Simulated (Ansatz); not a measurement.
```
CELL_PARAMETERS angstrom
5.09761 0.00000 -0.00154
0.00000 7.20911 -0.00320
-2.54931 -0.00075 1.70864
ATOMIC_POSITIONS crystal
Ta 0.33333 0.16667 0.00000
Ta 0.66667 0.83333 0.00000
Ta 0.00000 0.50000 0.00000
N 0.00000 0.00000 0.00000
N 0.33333 0.66667 0.00000
N 0.66667 0.33333 0.00000
```

Space group Immm; changed on purpose from its base cell (band edges of the strained film's bulk); computed pressure about 16 GPa in this cell.

These are results of DFT PBE, scalar-relativistic, plane waves, PAW (Ansatz 0.2.0), not measurements.

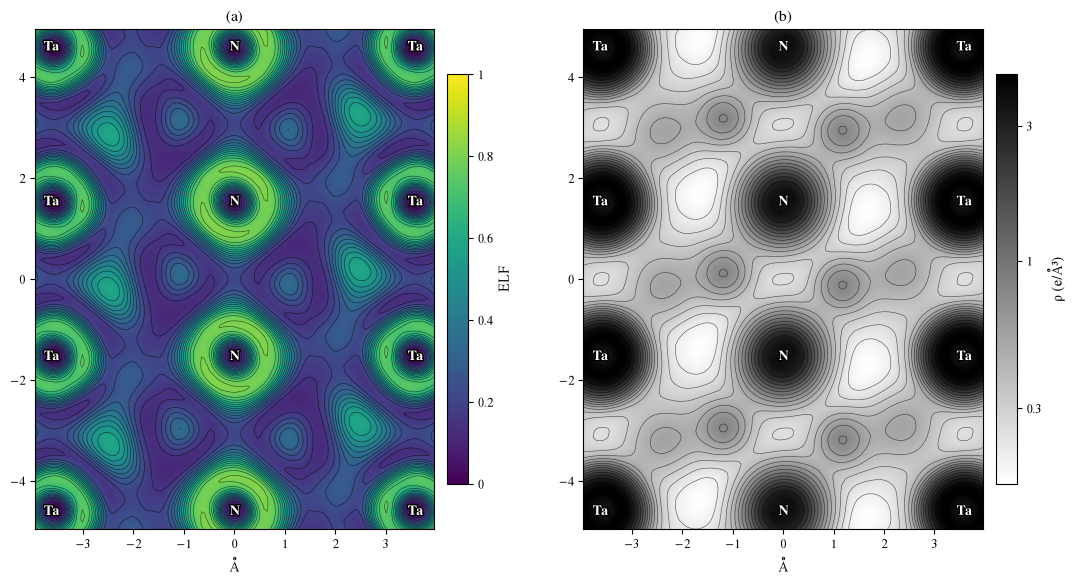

TaN. (a) electron localisation function; (b) valence electron density on the (101̄) plane of the calculation cell.

The density is the valence pseudo-density of a PAW calculation; it isn't the true density close to the nuclei.

**Interpret the plot.**

- The plane passes through Ta and N nuclei.
- Atoms just off the plane (Ta, 0.9 Å away and N, 0.9 Å away) can leave unmarked features too.
- Ta–Ta (3.07 Å): ρ is about 0.25 e/Å³ halfway; the ELF is about 0.20 at the midpoint: no shared electron pair shows on this line.
- Between the atoms the lowest density in this plane is 0.16 e/Å³.
- The features right at Ta lie inside the PAW spheres, where the map follows smoothed inner orbitals and isn't to be read closely.

**Does the calculation make it a metal, or give it a gap?**

It is gapless in this calculation (a metal or semimetal); semilocal functionals without U, or without the true magnetic order, often close the gap of such compounds.
